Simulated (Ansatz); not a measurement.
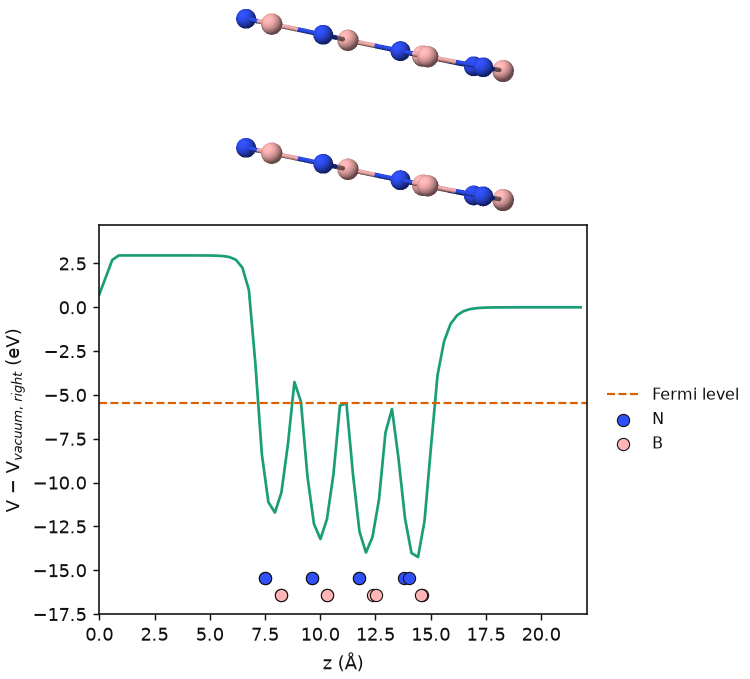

Plane-averaged electrostatic potential energy of an electron across the slab; circles at the bottom mark the heights of the atoms (positions after relaxation). The structure is drawn too.

The material is a (101) slab cut from BN (R3m), ended by B above and N below, 16 atoms in the cell, upper atoms moved at random (sigma 0.25 A), then relaxed.

Computed with Ansatz: DFT PBEsol, scalar-relativistic, plane waves, PAW, no spin polarisation, 6×8×1 k mesh, Gaussian smearing of 0.05 eV.

What is the work function?

Answer. The work function is 5.46 eV at the right face and 8.42 eV at the left.

How thick are slab and vacuum?

Answer. The outermost atoms are 7.1 Å apart, which leaves 15.0 Å of vacuum in a cell 22.1 Å high.

Do the two faces differ, and what does that say about the slab's dipole?

Answer. The vacuum level is 2.96 eV higher at the left than at the right, so the slab carries a dipole along its normal; the ramp in the vacuum, at or near the edge of the plot, is the dipole correction that keeps each side flat. Some atoms were held fixed in the relaxation, which can itself make the faces differ.
